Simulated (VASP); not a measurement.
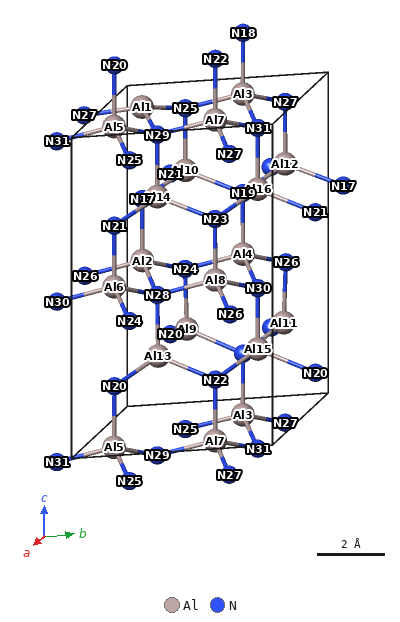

Figure 1. The input geometry (ball-and-stick view of the cell of the calculation, seen slightly off an axis; bonded neighbours outside the cell are drawn too; atoms are numbered from 1 in the order of the input). An atom can appear more than once, as a periodic image.

## Single-point calculation, with input and output: Al16N15 (part 1 of 4)

- system: Al16N15 (defect cell, 31 atoms in the cell)
- method: Kohn-Sham DFT of a periodic cell, PBEsol, VASP PAW PBE potentials, recommended, spin-polarised (VASP 6.6.1)

The structure derives from an entry of the Crystallography Open Database.

### OSZICAR
```
N       E                     dE             d eps       ncg     rms          rms(c)
DAV:   1     0.470011761607E+03    0.47001E+03   -0.52289E+04  3120   0.125E+03
DAV:   2    -0.228056719571E+03   -0.69807E+03   -0.67695E+03  3998   0.258E+02
DAV:   3    -0.278774304914E+03   -0.50718E+02   -0.50429E+02  3600   0.760E+01
DAV:   4    -0.279563487620E+03   -0.78918E+00   -0.78653E+00  3784   0.103E+01
DAV:   5    -0.279578413942E+03   -0.14926E-01   -0.14915E-01  3754   0.140E+00    0.324E+01
DAV:   6    -0.245913401273E+03    0.33665E+02   -0.14846E+02  3512   0.344E+01    0.122E+01
DAV:   7    -0.245624311999E+03    0.28909E+00   -0.38224E+00  3648   0.624E+00    0.793E+00
DAV:   8    -0.245345912402E+03    0.27840E+00   -0.48625E-01  3746   0.316E+00    0.138E+00
DAV:   9    -0.245334614508E+03    0.11298E-01   -0.92808E-02  3690   0.105E+00    0.858E-01
DAV:  10    -0.245333259934E+03    0.13546E-02   -0.11660E-02  3608   0.378E-01    0.494E-01
DAV:  11    -0.245333947365E+03   -0.68743E-03   -0.48523E-03  3584   0.241E-01    0.141E-01
DAV:  12    -0.245333766356E+03    0.18101E-03   -0.12692E-03  3968   0.165E-01    0.804E-02
DAV:  13    -0.245333839004E+03   -0.72648E-04   -0.41950E-04  3560   0.792E-02    0.311E-02
DAV:  14    -0.245333842316E+03   -0.33120E-05   -0.42523E-05  3280   0.280E-02
   1 F= -.24533384E+03 E0= -.24533384E+03  d E =-.691704E-19  mag=     0.0004
```

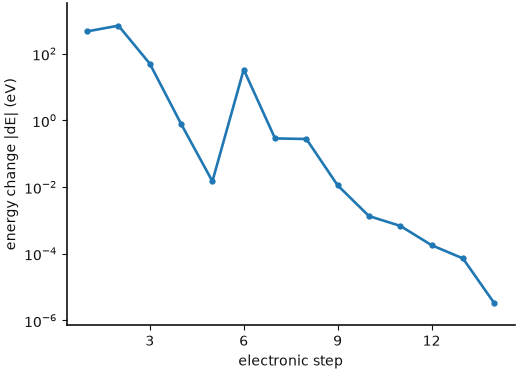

Figure 2. Convergence of the self-consistent field: energy change |dE| against the electronic step. It takes 14 electronic steps. The density is held fixed in the first few steps, and dE rises again when its update begins.

### Parts of OUTCAR
```
SYSTEM = Al16N15
   PREC = Accurate
   ENCUT = 450
   EDIFF = 1E-5
   ISMEAR = 0
   LREAL = Auto
   LASPH = .True.
   NELM = 120
   ISIF = 2
   ISPIN = 2
   LORBIT = 11
   GGA = PS
   NELECT = 122.0
   ISYM = 0

 ion  position               nearest neighbor table
   1  0.333  0.166  0.980-  27 1.85  29 1.85  25 1.85  12 2.93  14 2.93  10 2.94   3 3.11   5 3.11
                             7 3.11   7 3.12   5 3.12   3 3.12  11 3.28  13 3.29   9 3.30
   2  0.333  0.168  0.502-  28 1.89  26 1.89  24 1.89  17 1.91  10 3.05  14 3.05  12 3.05   9 3.10
                            13 3.10  11 3.10   4 3.11   6 3.11   8 3.11   8 3.11   6 3.11   4 3.11
   3  0.335  0.668  0.000-  31 1.88  27 1.89  25 1.89  18 1.90  16 3.06   9 3.07  15 3.07  11 3.08
                            10 3.08  12 3.09   7 3.09   5 3.09   1 3.11   1 3.12   5 3.13   7 3.13
   4  0.335  0.669  0.501-  30 1.88  19 1.89  24 1.90  26 1.90   9 3.04  12 3.04  11 3.05  10 3.05
                            15 3.06  16 3.06   8 3.09   6 3.09   2 3.11   2 3.11   6 3.13   8 3.13
   5  0.832  0.165  0.001-  31 1.88  29 1.89  25 1.89  20 1.90  16 3.06  15 3.07   9 3.08  13 3.08
                            10 3.09  14 3.09   7 3.09   3 3.09   1 3.11   1 3.12   3 3.13   7 3.13
   6  0.832  0.165  0.501-  30 1.88  21 1.89  24 1.90  28 1.90   9 3.04  14 3.04  13 3.05  10 3.05
                            15 3.06  16 3.06   8 3.09   4 3.09   2 3.11   2 3.11   4 3.13   8 3.13
   7  0.831  0.668  0.000-  31 1.88  29 1.89  27 1.89  22 1.90  16 3.06  13 3.07  11 3.07  15 3.08
                            14 3.08  12 3.08   3 3.09   5 3.09   1 3.11   1 3.12   5 3.13   3 3.13
   8  0.831  0.669  0.501-  30 1.88  23 1.89  28 1.90  26 1.90  13 3.04  11 3.04  12 3.05  14 3.05
                            16 3.05  15 3.06   6 3.09   4 3.09   2 3.11   2 3.11   4 3.13   6 3.13
   9  0.160  0.341  0.253-  18 1.87  20 1.87  24 1.88  11 3.00  13 3.00   4 3.04   6 3.04   3 3.07
                             5 3.08   2 3.10  15 3.11  15 3.11  13 3.22  11 3.22   1 3.30
  10  0.165  0.335  0.749-  19 1.88  21 1.88  17 1.89  25 1.93   1 2.94   6 3.05   2 3.05   4 3.05
                             3 3.08   5 3.09  12 3.09  14 3.09  16 3.11  16 3.11  14 3.13  12 3.13
  11  0.159  0.822  0.253-  22 1.87  18 1.87  26 1.88  13 2.99   9 3.00   8 3.04   4 3.05   7 3.07
                             3 3.08   2 3.10  15 3.11  15 3.11   9 3.22  13 3.23   1 3.28
  12  0.165  0.831  0.748-  19 1.88  23 1.88  17 1.89  27 1.92   1 2.93   4 3.04   8 3.05   2 3.05
                             7 3.08  10 3.09   3 3.09  14 3.09  16 3.11  16 3.11  14 3.13  10 3.13
  13  0.678  0.342  0.253-  22 1.87  20 1.87  28 1.88  11 2.99   9 3.00   8 3.04   6 3.05   7 3.07
                             5 3.08   2 3.10  15 3.10  15 3.12   9 3.22  11 3.23   1 3.29
  14  0.668  0.335  0.748-  21 1.88  23 1.88  17 1.89  29 1.92   1 2.93   6 3.04   8 3.05   2 3.05
                             7 3.08   5 3.09  12 3.09  10 3.09  16 3.11  16 3.11  10 3.13  12 3.13
  15  0.666  0.835  0.252-  30 1.89  22 1.89  18 1.89  20 1.89   4 3.06   6 3.06   8 3.06   5 3.07
                             3 3.07   7 3.08  13 3.10  11 3.11   9 3.11   9 3.11  11 3.11  13 3.12
  16  0.666  0.834  0.750-  23 1.89  21 1.89  19 1.89  31 1.90   8 3.05   4 3.06   6 3.06   7 3.06
                             3 3.06   5 3.06  14 3.11  10 3.11  12 3.11  12 3.11  10 3.11  14 3.11
  17  0.333  0.167  0.694-  10 1.89  14 1.89  12 1.89   2 1.91
  18  0.333  0.669  0.191-  11 1.87   9 1.87  15 1.89   3 1.90
  19  0.333  0.667  0.691-  12 1.88  10 1.88  16 1.89   4 1.89
  20  0.832  0.167  0.191-  13 1.87   9 1.87  15 1.89   5 1.90
  21  0.833  0.167  0.692-  14 1.88  10 1.88  16 1.89   6 1.89
  22  0.832  0.669  0.190-  11 1.87  13 1.87  15 1.89   7 1.90
  23  0.832  0.667  0.691-  12 1.88  14 1.88  16 1.89   8 1.89
  24  0.166  0.334  0.442-   9 1.88   2 1.89   6 1.90   4 1.90
  25  0.166  0.334  0.942-   1 1.85   3 1.89   5 1.89  10 1.93
  26  0.166  0.835  0.441-  11 1.88   2 1.89   4 1.90   8 1.90
  27  0.165  0.831  0.941-   1 1.85   3 1.89   7 1.89  12 1.92
  28  0.665  0.334  0.442-  13 1.88   2 1.89   8 1.90   6 1.90
  29  0.668  0.335  0.942-   1 1.85   7 1.89   5 1.89  14 1.92
  30  0.666  0.834  0.442-   8 1.88   6 1.88   4 1.88  15 1.89
  31  0.666  0.834  0.941-   7 1.88   3 1.88   5 1.88  16 1.90

IMPORTANT INFORMATION: All symmetrisations will be switched off!
NOSYMM: (Re-)initialisation of all symmetry stuff for point group C_1.

----------------------------------------------------------------------------------------

                                     Primitive cell

  volume of cell :     333.7113

  direct lattice vectors                    reciprocal lattice vectors
     6.220000861  0.000000000  0.000000000     0.160771682  0.092821574  0.000000000
    -3.110000430  5.386678757  0.000000000     0.000000000  0.185643148  0.000000000
     0.000000000  0.000000000  9.960000000     0.000000000  0.000000000  0.100401606

  length of vectors
     6.220000861  6.220000861  9.960000000     0.185643148  0.185643148  0.100401606

  position of ions in fractional coordinates (direct lattice)
     0.332766928  0.165886096  0.980446013
     0.332557031  0.167632704  0.501861258
     0.334988785  0.668157085  0.000432343
     0.334829704  0.668941222  0.501286405
     0.831854122  0.165004596  0.000613551
     0.831543538  0.165359227  0.501366595
     0.831390841  0.668078920  0.000156072
     0.831234234  0.668844544  0.501277866
     0.160086464  0.340863048  0.253239180
     0.165129050  0.335117911  0.748666777
     0.158890624  0.822421711  0.252566164
     0.164731385  0.831245039  0.748305827
     0.678194653  0.341982125  0.253005795
     0.668425189  0.334827543  0.748462935
     0.665567232  0.834522991  0.252083863
     0.666085080  0.833842257  0.750486344
     0.332658037  0.167109701  0.693549569
     0.333212222  0.668721401  0.190781674
     0.333048308  0.667327558  0.691369056
     0.831818495  0.167268140  0.190957816
     0.832704155  0.166948175  0.691523142
     0.831772286  0.668898682  0.190424715
     0.832383051  0.667188420  0.691316312
     0.166385616  0.334027518  0.441614908
     0.165579199  0.334481328  0.942288354
     0.166269548  0.835356323  0.441174703
     0.164632155  0.830753761  0.941230512
     0.664967512  0.333823477  0.441581867
     0.668215819  0.334606862  0.941692462
     0.665870231  0.834425267  0.441662510
     0.666127507  0.833926367  0.941489413

  ion indices of the primitive-cell ions
   primitive index   ion index
                 1           1
                 2           2
                 3           3
                 4           4
                 5           5
                 6           6
                 7           7
                 8           8
                 9           9
                10          10
                11          11
                12          12
                13          13
                14          14
                15          15
                16          16
                17          17
                18          18
                19          19
                20          20
                21          21
                22          22
                23          23
                24          24
                25          25
                26          26
                27          27
                28          28
                29          29
                30          30
                31          31

----------------------------------------------------------------------------------------

 KPOINTS: Automatic mesh

Automatic generation of k-mesh.
 Grid dimensions read from file:
 generate k-points for:    3    3    2

 Generating k-lattice:

  Cartesian coordinates                     Fractional coordinates (reciprocal lattice)
     0.053590561  0.030940525  0.000000000     0.333333333 -0.000000000  0.000000000
     0.000000000  0.061881049  0.000000000     0.000000000  0.333333333  0.000000000
     0.000000000  0.000000000  0.050200803     0.000000000  0.000000000  0.500000000

  Length of vectors
     0.061881049  0.061881049  0.050200803

  Shift w.r.t. Gamma in fractional coordinates (k-lattice)
     0.000000000  0.000000000  0.000000000

 Subroutine IBZKPT returns following result:
 ===========================================

 Found     10 irreducible k-points:

 Following reciprocal coordinates:
            Coordinates               Weight
  0.000000  0.000000  0.000000      1.000000
  0.333333  0.000000  0.000000      2.000000
  0.000000  0.333333  0.000000      2.000000
 -0.333333  0.333333  0.000000      2.000000
  0.333333  0.333333  0.000000      2.000000
  0.000000  0.000000  0.500000      1.000000
  0.333333  0.000000  0.500000      2.000000
  0.000000  0.333333  0.500000      2.000000
 -0.333333  0.333333  0.500000      2.000000
  0.333333  0.333333  0.500000      2.000000
   k-points           NKPTS =     10   k-points in BZ     NKDIM =     10   number of bands    NBANDS=     78
   number of dos      NEDOS =    301   number of ions     NIONS =     31
   total plane-waves  NPLWV = 161280
   dimension x,y,z NGX =    48 NGY =   48 NGZ =   70
   dimension x,y,z NGXF=    96 NGYF=   96 NGZF=  140
   ions per type =              16  15
   NGX,Y,Z   is equivalent  to a cutoff of  12.83, 12.83, 11.68 a.u.
   NGXF,Y,Z  is equivalent  to a cutoff of  25.66, 25.66, 23.37 a.u.
 SYSTEM =  Al16N15
   PREC   = accura    normal or accurate (medium, high low for compatibility)
   ISTART =      0    job   : 0-new  1-cont  2-samecut
   ICHARG =      2    charge: 1-file 2-atom 10-const
   ISPIN  =      2    spin polarized calculation?
   LNONCOLLINEAR =      F non collinear calculations
   LSORBIT =      F    spin-orbit coupling
   LASPH  =      T    aspherical Exc in radial PAW
   ENCUT  =  450.0 eV  33.07 Ry    5.75 a.u.  10.76 10.76 17.23*2*pi/ulx,y,z
   NELM   =    120;   NELMIN=  2; NELMDL= -5     # of ELM steps
   EDIFF  = 0.1E-04   stopping-criterion for ELM
   LREAL  =      T    real-space projection
   EDIFFG = 0.1E-03   stopping-criterion for IOM
   NSW    =      0    number of steps for IOM
   IBRION =     -1    ionic relax: 0-MD 1-quasi-New 2-CG
   NFREE  =      0    steps in history (QN), initial steepest desc. (CG)
   ISIF   =      2    stress and relaxation
   ISYM   =      0    0-nonsym 1-usesym 2-fastsym
   POTIM  = 0.5000    time-step for ionic-motion
   TEBEG  =    0.0;   TEEND  =   0.0 temperature during run
   PSTRESS=    0.0 pullay stress
   NELECT =     122.0000    total number of electrons
   NUPDOWN=      -1.0000    fix difference up-down
   EMIN   =  10.00;   EMAX   =-10.00  energy-range for DOS
   EFERMI =   0.00;   METHOD = LEGACY
   ISMEAR =     0;   SIGMA  =   0.03  broadening in eV -4-tet -1-fermi 0-gaus
   EFERMI_NEDOS =   21; number of points for ismear=-14 and -15
   IALGO  =     38    algorithm
   IMIX   =      4    mixing-type and parameters
     AMIX     =   0.40;   BMIX     =  1.00
     AMIX_MAG =   1.60;   BMIX_MAG =  1.00
  volume/ion in A,a.u.               =      10.76        72.64
  Fermi-wavevector in a.u.,A,eV,Ry     =   1.170589  2.212093 18.643777  1.370279
  Thomas-Fermi vector in A             =   2.307045
   LORBIT       =     11    0 simple, 1 ext, 2 COOP (PROOUT), +10 PAW based schemes
   GGA     = PS    functional components
   LHFCALC =     F    Hartree Fock is set to
   AEXX    =    0.0000 exact exchange contribution
   IVDW    =     0    specifies the selected vdW correction
   LEPSILON=     F    determine dielectric tensor
   LRPA    =     F    only Hartree local field effects (RPA)
 spin polarized calculation
 Gauss-broadening in eV      SIGMA  =   0.03
  energy-cutoff  :      450.00
  volume of cell :      333.71
 maximum number of plane-waves:      7283
 NGX is ok and might be reduce to    48
   NGX = 21   NGY = 21   NGZ = 35

 number of electron     121.9999988 magnetization      -0.0015006

 number of electron     121.9999988 magnetization       0.0014122

 Free energy of the ion-electron system (eV)
  ---------------------------------------------------
  ext. energy  EPLUGINS =         0.00000000
  ---------------------------------------------------
  free energy    TOTEN  =      -245.33384232 eV

  energy without entropy =     -245.33384232  energy(sigma->0) =     -245.33384232

 E-fermi :   7.0885     XC(G=0): -10.9548     alpha+bet :-15.6666

 val. band max:        6.9039872862   @ k =   0.3333   0.3333   0.0000
 cond. band min:       9.6152153916   @ k =   0.0000   0.0000   0.5000
 fundamental gap:      2.7112281054
 Fermi energy:         7.0884805512

 spin component 1

 k-point     1 :       0.0000    0.0000    0.0000
  band No.  band energies     occupation
      1      -9.1876      1.00000
      2      -8.3624      1.00000
      3      -8.2955      1.00000
      4      -7.3931      1.00000
      5      -7.3768      1.00000
      6      -7.1648      1.00000
      7      -7.0363      1.00000
      8      -6.9567      1.00000
      9      -6.9509      1.00000
     10      -6.9111      1.00000
     11      -6.9100      1.00000
     12      -6.8386      1.00000
     13      -6.5656      1.00000
     14      -6.5462      1.00000
     15      -6.5447      1.00000
     16      -0.1243      1.00000
     17       0.0790      1.00000
     18       0.2777      1.00000
     19       0.2863      1.00000
     20       0.3181      1.00000
     21       0.4339      1.00000
     22       0.4377      1.00000
     23       0.4603      1.00000
     24       0.7238      1.00000
     25       0.7426      1.00000
     26       1.5098      1.00000
     27       1.9213      1.00000
     28       1.9245      1.00000
     29       2.1564      1.00000
     30       2.4731      1.00000
     31       2.5105      1.00000
     32       2.5126      1.00000
     33       3.1234      1.00000
     34       3.7450      1.00000
     35       3.9185      1.00000
     36       3.9250      1.00000
     37       4.0537      1.00000
     38       4.0686      1.00000
     39       4.2425      1.00000
     40       4.3117      1.00000
     41       4.3824      1.00000
     42       4.4049      1.00000
     43       4.4056      1.00000
     44       4.4389      1.00000
     45       4.4709      1.00000
     46       4.4762      1.00000
     47       4.5333      1.00000
     48       4.5352      1.00000
     49       4.6484      1.00000
     50       4.6510      1.00000
     51       5.0814      1.00000
     52       5.0846      1.00000
     53       5.2047      1.00000
     54       5.2586      1.00000
     55       5.2626      1.00000
     56       5.3480      1.00000
     57       5.3494      1.00000
     58       5.6564      1.00000
     59       5.6779      1.00000
     60       5.6797      1.00000
     61       5.6898      1.00000
     62       9.8785      0.00000
     63      10.2428      0.00000
     64      10.7849      0.00000
     65      10.8057      0.00000
     66      11.0787      0.00000
     67      11.2097      0.00000
     68      11.2156      0.00000
     69      11.5744      0.00000
     70      11.5788      0.00000
     71      11.5806      0.00000
     72      11.6702      0.00000
     73      11.7389      0.00000

 k-point     2 :       0.3333    0.0000    0.0000
  band No.  band energies     occupation
      1      -8.8587      1.00000
      2      -8.1157      1.00000
      3      -8.0525      1.00000
      4      -7.9040      1.00000
      5      -7.4481      1.00000
      6      -7.4188      1.00000
      7      -7.3391      1.00000
      8      -7.1237      1.00000
      9      -6.9744      1.00000
     10      -6.9328      1.00000
     11      -6.9223      1.00000
     12      -6.8808      1.00000
     13      -6.6134      1.00000
     14      -6.4969      1.00000
     15      -6.4927      1.00000
     16       0.3006      1.00000
     17       0.4020      1.00000
     18       0.7300      1.00000
     19       0.7558      1.00000
     20       0.8054      1.00000
     21       0.8977      1.00000
     22       1.0564      1.00000
     23       1.1872      1.00000
     24       1.2045      1.00000
     25       1.4144      1.00000
     26       1.5402      1.00000
     27       1.8627      1.00000
     28       2.1167      1.00000
     29       2.2338      1.00000
     30       2.3128      1.00000
     31       2.3725      1.00000
     32       2.5492      1.00000
     33       2.8765      1.00000
     34       3.0456      1.00000
     35       3.1666      1.00000
     36       3.2481      1.00000
     37       3.3363      1.00000
     38       3.3526      1.00000
     39       3.3977      1.00000
     40       3.8920      1.00000
     41       4.1102      1.00000
     42       4.2502      1.00000
     43       4.2757      1.00000
     44       4.2996      1.00000
     45       4.3484      1.00000
     46       4.4259      1.00000
     47       4.4942      1.00000
     48       4.5148      1.00000
     49       4.5312      1.00000
     50       4.6338      1.00000
     51       4.7514      1.00000
     52       4.8198      1.00000
     53       4.8436      1.00000
     54       4.9075      1.00000
     55       4.9335      1.00000
     56       4.9808      1.00000
     57       5.0905      1.00000
     58       5.2848      1.00000
     59       5.5672      1.00000
     60       5.5743      1.00000
     61       6.4199      1.00000
     62       9.6980      0.00000
     63      10.1495      0.00000
     64      10.8018      0.00000
     65      11.2662      0.00000
     66      11.6827      0.00000
     67      11.7050      0.00000
     68      11.9777      0.00000
     69      12.0081      0.00000
     70      12.1398      0.00000
     71      12.1936      0.00000
     72      12.3159      0.00000
     73      12.4441      0.00000
```
